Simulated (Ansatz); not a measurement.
# SnO: what the fields show

Input

```
crystal:
  lattice:
    - [3.8053768948, 0.0, 0.0]
    - [0.0, 3.8053768948, 0.0]
    - [0.0, 0.0, 4.7531851815]
  atoms:
    - { symbol: Sn, position: [0.0, 0.5, 0.2423986461] }
    - { symbol: Sn, position: [0.5, 0.0, 0.7576013539] }
    - { symbol: O, position: [0.0, 0.0, 0.0094673358] }
    - { symbol: O, position: [0.5, 0.5, -0.0094673358] }
basis:
  ecutwfc: 420
kpoints:
  mp_grid: { grid: [12, 12, 10] }
hamiltonian:
  xc: pbesol
scf:
  occupations: { method: gaussian, width: 0.15 }
output:
  forces: true
  stress: true
  eigenvalues: true
  write_density: true
  write_potential: true
  elf: true
  volumetric_format: npy
```

Command:

```sh
ansatz run input.yaml --threads 2 --pin off --max-ram 5120MiB --backend cpu --events-out ev --progress --plain --runs-dir out
```

Below, planes, directions and counts refer to the conventional cell (a = 3.81 Å, b = 3.81 Å, c = 4.75 Å, α = 90.00°, β = 90.00°, γ = 90.00°).

Space group Pmmn; not relaxed (largest force 0.3 eV/Å).

Level of theory: Ansatz 0.2.0, DFT PBEsol, scalar-relativistic, plane waves, PAW.

In a PAW calculation such maps are meaningful between the atoms, not at the nuclei.

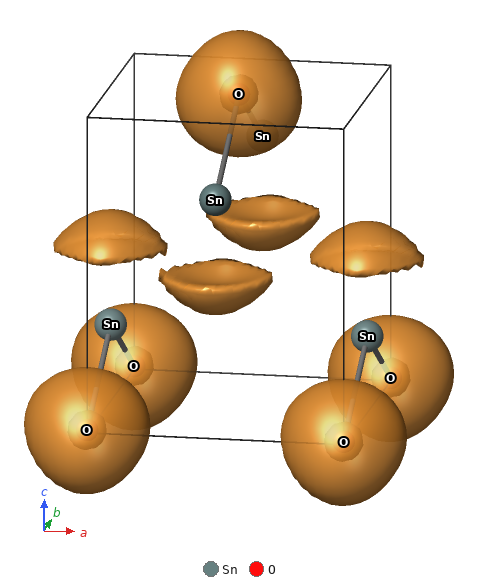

Figure 1. Isosurface of the electron localisation function at 0.6 (orange), seen slightly off an axis. Core shells and regions of very low density are left out. Sticks mark near contacts.

Q: What do the ELF domains correspond to?

A: At this value the surface marks out two lobes on Sn, pointing away from the bonds (lone pairs) and two regions wrapped around O (the valence shell of each), counted in one cell of 4 atoms. Any copies at cell faces, edges or corners count once. Profiles from the grid: Sn–O (2.20 Å): the ELF peaks at about 0.85 in the valence shell of O, 0.6 Å from its nucleus, and is about 0.20 at the midpoint; no localised pair shows between them. Sn–O (2.25 Å): the ELF peaks at about 0.85 in the valence shell of O, 0.6 Å from its nucleus, and is about 0.20 at the midpoint: no localised pair shows between them.

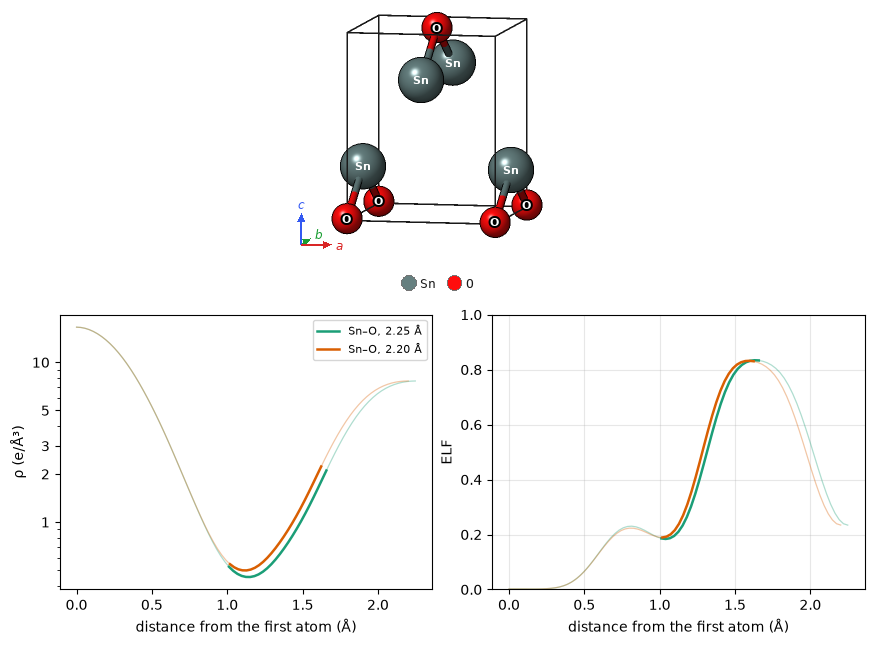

Figure 2. Valence electron density and electron localisation function along straight lines between neighbouring atoms. Thin, pale parts lie inside the atomic spheres. The structure is drawn too.

Q: Compare the contacts.

A: Sn–O (2.25 Å): the density is about 0.45 e/Å³ at the midpoint; the ELF peaks at about 0.85 in the valence shell of O, 0.6 Å from its nucleus, and is about 0.20 at the midpoint; no localised pair shows between them.
Sn–O (2.20 Å): ρ is about 0.5 e/Å³ halfway; the ELF peaks at about 0.85 in the valence shell of O, 0.6 Å from its nucleus, and is about 0.20 at the midpoint; no shared electron pair shows on this line.

Q: Does the calculation make it a metal, or give it a gap?

A: It is gapless in this calculation (a metal or semimetal).
